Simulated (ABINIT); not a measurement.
## Au: positron calculation (part 2 of 2)

Au (Fm-3m, 1 atom in the cell); Kohn-Sham DFT of a periodic cell, PBE, JTH PAW PBE v2.0, no spin polarisation (ABINIT 10.8.3); cutoff 544.23 eV, 8×8×8 k-mesh, fermi-dirac of 0.136 eV. The structure derives from an entry of the Crystallography Open Database.

Geometry of the input (Å; fractional positions):
```
0.0000  2.0350  2.0350
2.0350  0.0000  2.0350
2.0350  2.0350  0.0000
Au 0.0000  0.0000  0.0000
```

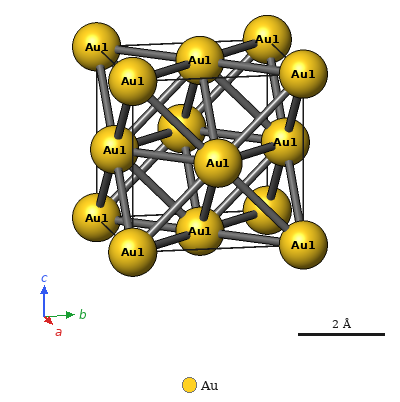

**Figure 1.** The structure as given in the input (ball-and-stick view of the cell 4 times as large as that of the calculation, set on its symmetry axes, seen slightly off an axis; atoms are numbered from 1 in the order of the input).

### The program's output, continued
```
 cartesian forces (eV/Angstrom) at end:
    1     -0.00000000000000    -0.00000000000000    -0.00000000000000
 frms,max,avg= 0.0000000E+00 0.0000000E+00   0.000E+00  0.000E+00  0.000E+00 e/A
 length scales=  1.889726125908  1.889726125908  1.889726125908 bohr
              =  1.000000000000  1.000000000000  1.000000000000 angstroms
 Fermi (or HOMO) energy (hartree) =   0.29138   Average Vxc (hartree)=  -0.43567
 Eigenvalues (hartree) for nkpt=  29  k points:
 kpt#   1, nband= 10, wtk=  0.00195, kpt=  0.0000  0.0000  0.0000 (reduced coord)
  -0.07561    0.11650    0.11650    0.11650    0.17340    0.17340    0.84917    0.99475
   0.99475    0.99475
      occupation numbers for kpt#   1
   2.00000    2.00000    2.00000    2.00000    2.00000    2.00000    0.00000    0.00000
   0.00000    0.00000
 prteigrs : prtvol=0 or 1, do not print more k-points.

--- !EnergyTerms
iteration_state     : {dtset: 1, }
comment             : Components of total free energy in Hartree
kinetic             :  9.31277242508095E+00
hartree             :  3.59381819909795E+00
xc                  : -3.01543935129254E+00
Ewald energy        : -3.60652023705321E+01
psp_core            :  3.40431397951926E+00
local_psp           : -1.36668594797713E+01
PAW spherical_terms :  2.28394612039335E+00
internal            : -3.41526504775044E+01
'-kT*entropy'       : -1.14832100499101E-03
total_energy        : -3.41537987985094E+01
total_energy_eV     : -9.29372210873761E+02
...

--- !EnergyTermsDC
iteration_state     : {dtset: 1, }
comment             : '"Double-counting" decomposition of free energy'
band_energy         :  1.46849708041372E+00
Ewald energy        : -3.60652023705321E+01
psp_core            :  3.40431397951926E+00
xc_dc               : -3.02542311904331E+00
PAW spherical_terms :  6.51712877951405E-02
internal            : -3.41526431418473E+01
'-kT*entropy'       : -1.14832100499101E-03
total_energy_dc     : -3.41537914628523E+01
total_energy_dc_eV  : -9.29372011260362E+02
...

--- !EnergyTermsWithPAWCore
iteration_state     : {dtset: 1, }
comment             : 'Components of total free energy, including PAW core contributions'
Total energy        : -1.90119870052250E+04
Total energy DC     : -1.90119869978894E+04
Total energy (eV)   : -5.17342521702749E+05
Total energy DC (eV): -5.17342521503136E+05
...

 Cartesian components of stress tensor (hartree/bohr^3)
  sigma(1 1)= -4.01895982E-04  sigma(3 2)=  0.00000000E+00
  sigma(2 2)= -4.01895982E-04  sigma(3 1)=  0.00000000E+00
  sigma(3 3)= -4.01895982E-04  sigma(2 1)=  0.00000000E+00

-Cartesian components of stress tensor (GPa)         [Pressure=  1.1824E+01 GPa]
- sigma(1 1)= -1.18241880E+01  sigma(3 2)=  0.00000000E+00
- sigma(2 2)= -1.18241880E+01  sigma(3 1)=  0.00000000E+00
- sigma(3 3)= -1.18241880E+01  sigma(2 1)=  0.00000000E+00

================================================================================
== DATASET  2 ==================================================================

--- !DatasetInfo
iteration_state: {dtset: 2, }
dimensions: {natom: 1, nkpt: 1, mband: 1, nsppol: 1, nspinor: 1, nspden: 1, mpw: 266, }
cutoff_energies: {ecut:  20.0, pawecutdg:  40.0, }
electrons: {nelect:   1.00000000E+00, charge:   0.00000000E+00, occopt:   2.00000000E+00, tsmear:   1.00000000E-02, }
meta: {optdriver: 0, ionmov: 0, optcell: 0, iscf: 17, paral_kgb: 0, }
...

 mkfilename : getden/=0, take file _DEN from output of DATASET   1.

 Exchange-correlation functional for the present dataset will be:
  GGA: Perdew-Burke-Ernzerhof functional - ixc=11
  J.P.Perdew, K.Burke, M.Ernzerhof, PRL 77, 3865 (1996)

 Real(R)+Recip(G) space primitive vectors, cartesian coordinates (Bohr,Bohr^-1):
 R(1)=  0.0000000  3.8455927  3.8455927  G(1)= -0.1300190  0.1300190  0.1300190
 R(2)=  3.8455927  0.0000000  3.8455927  G(2)=  0.1300190 -0.1300190  0.1300190
 R(3)=  3.8455927  3.8455927  0.0000000  G(3)=  0.1300190  0.1300190 -0.1300190
 Unit cell volume ucvol=  1.1374173E+02 bohr^3
 Angles (23,13,12)=  6.00000000E+01  6.00000000E+01  6.00000000E+01 degrees

 Coarse grid specifications (used for wave-functions):

 getcut: wavevector=  0.0000  0.0000  0.0000  ngfft=  24  24  24
         ecut(hartree)=     20.000   => boxcut(ratio)=   2.19206

 Fine grid specifications (used for densities):

 getcut: wavevector=  0.0000  0.0000  0.0000  ngfft=  32  32  32
         ecut(hartree)=     40.000   => boxcut(ratio)=   2.06670

--- Pseudopotential description ------------------------------------------------
- pspini: atom type   1  psp file is ./Au.GGA_PBE-JTH.xml
 Pseudopotential format is: paw10
 basis_size (lnmax)=  6 (lmn_size= 18), orbitals=   0   0   1   1   2   2
 Spheres core radius: rc_sph= 2.50869560
 Shapefunction is SIN type: shapef(r)=[sin(pi*r/rshp)/(pi*r/rshp)]**2
 Radius for shape functions =  2.26305713
 Compensation charge density is not taken into account in XC energy/potential

--------------------------------------------------------------------------------

================================================================================

--- !BeginCycle
iteration_state: {dtset: 2, }
solver: {iscf: 17, nstep: 80, nline: 4, wfoptalg: 10, }
tolerances: {toldfe: 1.00E-09, }
...

     iter   Etot(hartree)      deltaE(h)  residm     nres2
 ETOT  1  -33.519532158133    -3.352E+01 6.599E-01 1.791E+00
 ETOT  2  -34.212583601058    -6.931E-01 1.194E+00 5.034E-01
 ETOT  3  -34.398965797731    -1.864E-01 8.170E-02 2.351E-01
 ETOT  4  -34.415391807650    -1.643E-02 2.316E-02 7.476E-03
 ETOT  5  -34.419520186202    -4.128E-03 1.073E-02 2.489E-03
 ETOT  6  -34.421856504847    -2.336E-03 7.777E-03 4.655E-03
 ETOT  7  -34.423307574708    -1.451E-03 3.727E-03 8.408E-03
 ETOT  8  -34.424251874011    -9.443E-04 3.266E-03 5.747E-04
 ETOT  9  -34.424871945952    -6.201E-04 1.640E-03 6.490E-04
 ETOT 10  -34.425288138440    -4.162E-04 1.433E-03 7.506E-04
 ETOT 11  -34.425568279273    -2.801E-04 7.521E-04 8.594E-04
 ETOT 12  -34.425759224187    -1.909E-04 6.464E-04 4.667E-04
 ETOT 13  -34.425889474924    -1.303E-04 3.525E-04 6.579E-04
 ETOT 14  -34.425979559514    -9.008E-05 3.000E-04 7.319E-03
 ETOT 15  -34.426040869903    -6.131E-05 1.670E-04 7.269E-03
 ETOT 16  -34.426083099463    -4.223E-05 1.429E-04 8.778E-03
 ETOT 17  -34.426121399641    -3.830E-05 7.887E-05 1.434E-04
 ETOT 18  -34.426131750824    -1.035E-05 6.943E-05 7.266E-06
 ETOT 19  -34.426145650668    -1.390E-05 3.799E-05 2.803E-07
 ETOT 20  -34.426155273231    -9.623E-06 3.318E-05 6.792E-08
 ETOT 21  -34.426161935186    -6.662E-06 1.820E-05 3.353E-08
 ETOT 22  -34.426166548282    -4.613E-06 1.587E-05 9.626E-09
 ETOT 23  -34.426169742761    -3.194E-06 8.726E-06 2.665E-09
 ETOT 24  -34.426171955009    -2.212E-06 7.598E-06 6.391E-09
 ETOT 25  -34.426173487087    -1.532E-06 4.184E-06 5.443E-09
 ETOT 26  -34.426174548128    -1.061E-06 3.638E-06 5.487E-09
 ETOT 27  -34.426175282974    -7.348E-07 2.007E-06 6.921E-10
 ETOT 28  -34.426175791904    -5.089E-07 1.742E-06 2.803E-09
 ETOT 29  -34.426176144381    -3.525E-07 9.624E-07 7.623E-10
 ETOT 30  -34.426176388499    -2.441E-07 8.346E-07 3.580E-09
 ETOT 31  -34.426176557574    -1.691E-07 4.616E-07 1.965E-10
 ETOT 32  -34.426176674674    -1.171E-07 3.998E-07 2.019E-09
 ETOT 33  -34.426176755779    -8.110E-08 2.214E-07 1.854E-10
 ETOT 34  -34.426176811953    -5.617E-08 1.915E-07 1.603E-09
 ETOT 35  -34.426176850860    -3.891E-08 1.062E-07 2.904E-10
 ETOT 36  -34.426176877808    -2.695E-08 9.174E-08 1.367E-09
 ETOT 37  -34.426176896473    -1.867E-08 5.094E-08 3.890E-10
 ETOT 38  -34.426176909401    -1.293E-08 4.395E-08 1.202E-09
 ETOT 39  -34.426176918356    -8.955E-09 2.444E-08 4.680E-10
 ETOT 40  -34.426176924559    -6.203E-09 2.105E-08 1.054E-09
 ETOT 41  -34.426176928855    -4.296E-09 1.172E-08 5.196E-10
 ETOT 42  -34.426176931831    -2.976E-09 1.008E-08 9.611E-10
 ETOT 43  -34.426176933892    -2.061E-09 5.624E-09 5.689E-10
 ETOT 44  -34.426176935320    -1.428E-09 4.830E-09 8.963E-10
 ETOT 45  -34.426176936310    -9.891E-10 2.698E-09 6.099E-10
 ETOT 46  -34.426176936995    -6.852E-10 2.313E-09 8.124E-10

 At SCF step   46, etot is converged :
  for the second time, diff in etot=  6.852E-10 < toldfe=  1.000E-09

--- !ResultsGS
iteration_state: {dtset: 2, }
comment   : Summary of ground state results
lattice_vectors:
- [  0.0000000,   3.8455927,   3.8455927, ]
- [  3.8455927,   0.0000000,   3.8455927, ]
- [  3.8455927,   3.8455927,   0.0000000, ]
lattice_lengths: [   5.43849,    5.43849,    5.43849, ]
lattice_angles: [ 60.000,  60.000,  60.000, ] # degrees, (23, 13, 12)
lattice_volume:   1.1374173E+02
convergence: {deltae: -6.852E-10, res2:  8.124E-10, residm:  2.313E-09, diffor:  0.000E+00, }
etotal    :  -3.44261769E+01
entropy   :   0.00000000E+00
fermie    :  -2.72385474E-01
cartesian_stress_tensor: null
pressure_GPa: null
xred      :
- [  0.0000E+00,   0.0000E+00,   0.0000E+00, Au]
cartesian_forces: null
force_length_stats: {min: null, max: null, mean: null, }
...

 Integrated electronic density in atomic spheres:
 ------------------------------------------------
 Atom  Sphere_radius  Integrated_density
    1        2.50870          0.28802198

--------------------------------------------------------------------------------
 Results for electron-positron annihilation:

 # Zero-positron density limit of Arponen and Pajanne fitted by Sterne & Kaiser
   Ref.: P.A. Sterne and J.H. Kaiser, Phys. Rev. B 43, 13892 (1991)
 # Enhancement factor of Sterne & Kaiser
   Ref.: P.A. Sterne and J.H. Kaiser, Phys. Rev. B 43, 13892 (1991)

 Positron lifetime                         (ps)   =  1.12868805E+02
 Positron lifetime with IPM for core elec. (ps)   =  1.15647593E+02
 Annihilation rate                         (ns-1) =  8.85984399E+00
 Annihilation rate with IPM for core elec. (ns-1) =  8.64695904E+00

 Annihilation rate core/valence decomposition:
   Core    contribution to ann.rate          (ns-1) =  1.92342372E+00
   Valence contribution to ann.rate          (ns-1) =  6.93642028E+00
   Core    contribution to ann.rate with IPM (ns-1) =  1.60781626E+00
   Valence contribution to ann.rate with IPM (ns-1) =  7.03914278E+00

 Annihilation rate PAW decomposition:
   Plane-wave contribution to ann.rate          (ns-1) =  7.18912264E+00
   Plane-wave valence contribution to ann.rate  (ns-1) =  6.98201398E+00
   On-site core contribution to ann.rate        (ns-1) =  1.71631506E+00
   On-site valence contribution to ann.rate     (ns-1) = -4.55937086E-02
   Plane-wave contribution to ann.rate with IPM (ns-1) =  7.11456100E+00
   Plane-wave core contrb. to ann.rate with IPM (ns-1) =  6.97510096E-02

      (*) IPM=Independent particle Model

================================================================================

 ----iterations are completed or convergence reached----

 Mean square residual over all n,k,spin=   23.132E-10; max=  23.132E-10
 reduced coordinates (array xred) for    1 atoms
       0.000000000000      0.000000000000      0.000000000000
 rms dE/dt=  0.0000E+00; max dE/dt=  0.0000E+00; dE/dt below (all hartree)
    1       0.000000000000      0.000000000000      0.000000000000

 cartesian coordinates (angstrom) at end:
    1      0.00000000000000     0.00000000000000     0.00000000000000
 length scales=  1.889726125908  1.889726125908  1.889726125908 bohr
              =  1.000000000000  1.000000000000  1.000000000000 angstroms
 Fermi (or HOMO) energy (hartree) =  -0.27239   Average Vxc (hartree)=  -0.35785
 Eigenvalues (hartree) for nkpt=   1  k points:
 kpt#   1, nband=  1, wtk=  1.00000, kpt=  0.0000  0.0000  0.0000 (reduced coord)
  -0.27239

--- !EnergyTerms
iteration_state     : {dtset: 2, }
comment             : Components of total free energy in Hartree
kinetic             :  1.95178628409531E-01
local_psp           : -6.97068052189961E-01
PAW spherical_terms :  1.86753242675521E-01
positronic          : -3.15136181104913E-01
electronic          : -3.41537914628523E+01
electron_positron_interaction:  4.27603364975244E-02
total_energy        : -3.44261673074597E+01
total_energy_eV     : -9.36783735572049E+02
...

--- !EnergyTermsDC
iteration_state     : {dtset: 2, }
comment             : '"Double-counting" decomposition of free energy'
band_energy         : -2.72385474142466E-01
PAW spherical_terms :  0.00000000000000E+00
electron_positron_dc: -4.27603364975294E-02
positronic          : -3.15145810639999E-01
electronic          : -3.41537914628523E+01
electron_positron_interaction:  4.27603364975244E-02
total_energy_dc     : -3.44261769369948E+01
total_energy_dc_eV  : -9.36783997605047E+02
...

== END DATASET(S) ==============================================================
================================================================================

 -outvars: echo values of variables after computation  --------
            acell      1.8897261259E+00  1.8897261259E+00  1.8897261259E+00 Bohr
           etotal1    -3.4153791463E+01
           etotal2    -3.4426176937E+01
            fcart1    -0.0000000000E+00 -0.0000000000E+00 -0.0000000000E+00
            fcart2     9.9999999999E+99  9.9999999999E+99  9.9999999999E+99
            rprim      0.0000000000E+00  2.0350000000E+00  2.0350000000E+00
                       2.0350000000E+00  0.0000000000E+00  2.0350000000E+00
                       2.0350000000E+00  2.0350000000E+00  0.0000000000E+00
           strten1    -4.0189598166E-04 -4.0189598166E-04 -4.0189598166E-04
                       0.0000000000E+00  0.0000000000E+00  0.0000000000E+00
           strten2     9.9999999999E+99  9.9999999999E+99  9.9999999999E+99
                       9.9999999999E+99  9.9999999999E+99  9.9999999999E+99
 Calculation completed.
```

### Summary

```json
{"quantity": "outcome", "value": "converged"}
{"quantity": "space group (tolerance 0.01 Å)", "value": "Fm-3m (225)"}
{"quantity": "electrons treated", "value": "11"}
{"quantity": "free energy", "value": "−929.3720 eV"}
{"quantity": "positron lifetime (one of the program's estimates)", "value": "112.9 ps"}
{"quantity": "Fermi energy", "value": "7.929 eV"}
{"quantity": "gap on the k-point mesh", "value": "none (metallic)"}
{"quantity": "pressure", "value": "11.82 GPa"}
{"quantity": "largest force (length of the vector)", "value": "under 0.001 eV/Å"}
{"quantity": "wall time", "value": "19 s"}
{"quantity": "peak memory", "value": "0.1 GiB"}
```

Points of doubt noted for this run: PAW basis incomplete for positron. Spin–orbit coupling is left out, which matters for Au. The cell is under a pressure of 11.8 GPa at this level, so it is not at its equilibrium volume.
